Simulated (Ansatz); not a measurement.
Consider W (slab).

The calculation's input:

```
crystal:
  lattice:
    - [2.731756133, 0.0, 0.0]
    - [0.0, 4.4609390851, 0.0]
    - [0.0, 0.0, 25.3020975264]
  atoms:
    - { symbol: W, position: [0.3333333333, 0.5, 0.2964181129] }
    - { symbol: W, position: [0.6666666667, 0.0, 0.3473135846] }
    - { symbol: W, position: [0.0, 0.5, 0.3982090564] }
    - { symbol: W, position: [0.3333333333, 0.0, 0.4491045282] }
    - { symbol: W, position: [0.6666666667, 0.5, 0.5] }
    - { symbol: W, position: [0.0, 0.0, 0.5508954718] }
    - { symbol: W, position: [0.3333333333, 0.5, 0.6017909436] }
    - { symbol: W, position: [0.6666666667, 0.0, 0.6526864154] }
    - { symbol: W, position: [0.0, 0.5, 0.7035818871] }
basis:
  ecutwfc: 420
kpoints:
  mp_grid: { grid: [13, 8, 1] }
hamiltonian:
  xc: pbesol
scf:
  occupations: { method: gaussian, width: 0.1 }
output:
  forces: true
  eigenvalues: true
  write_density: true
  write_potential: true
  elf: true
  volumetric_format: npy
relax:
  adjacent_minimum: "off"
  f_tol: 0.02
  max_steps: 60
efield:
  axis: 3
  dipole_correction: true
  ramp_width: 0.04
```

Launched as:

```sh
ansatz run input.yaml --threads 2 --pin off --max-ram 5120MiB --backend cpu --events-out ev --progress --plain --runs-dir out
```

The fields are those of the run's last geometry, not of the input's.

Level of theory: DFT PBEsol, scalar-relativistic, plane waves, PAW in Ansatz.

Predict the valence pseudo-density and electron localisation function between the atoms.

W–W (2.54 Å): the density is about 0.63 e/Å³ at the midpoint; the ELF is about 0.45 at the midpoint.
W–W (2.73 Å): ρ at the midpoint is about 0.44 e/Å³; the ELF is about 0.40 at the midpoint.
W–W (2.75 Å): the density is about 0.4 e/Å³ at the midpoint; the ELF is about 0.35 at the midpoint.

Does the calculation make it a metal, or give it a gap?

It is gapless in this calculation (a metal or semimetal).

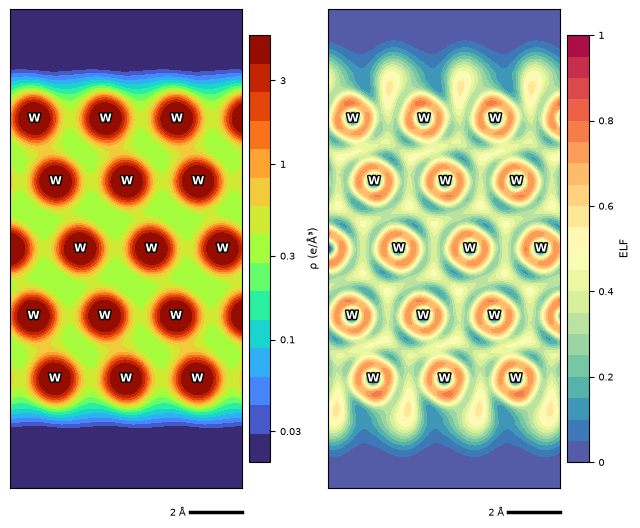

Computed valence pseudo-density and electron localisation function on the (010) plane of the calculation cell, a cut from vacuum to vacuum, in this order. 

The density is the valence pseudo-density of a PAW calculation; it isn't the true density close to the nuclei.
